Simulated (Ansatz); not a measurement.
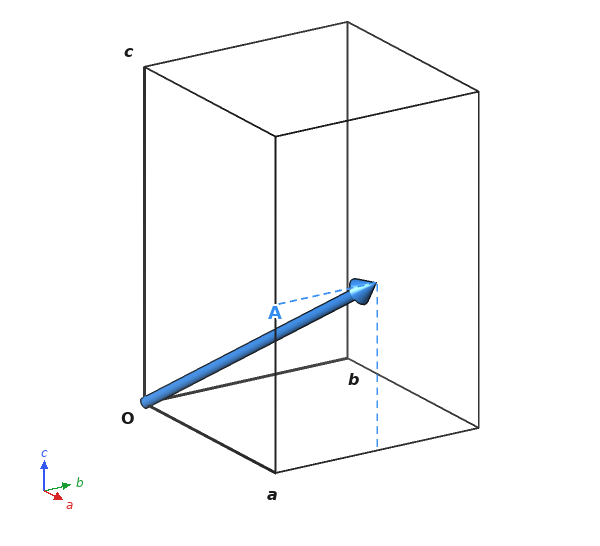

Crystal: SiO₂, coordinates from a relaxation with DFT, r2SCAN, plane waves, PAW (Ansatz 0.2.0). The arrow starts at a corner of the unit cell and ends on its surface; where a tip isn't a corner, dashed lines run from it parallel to the axes. The drawing is computed from the coordinates (standard cell, symmetry found to 0.002 Å).

a = 4.944 Å, b = 4.944 Å, c = 7.316 Å, α = 90.00°, β = 90.00°, γ = 90.00°.

Q: Index the direction.

A: Arrow A runs from (0, 0, 0) to (1, 1/2, 1/2), so [2 1 1].

Q: How long is the vector ua + vb + wc?

A: 13.256 Å.
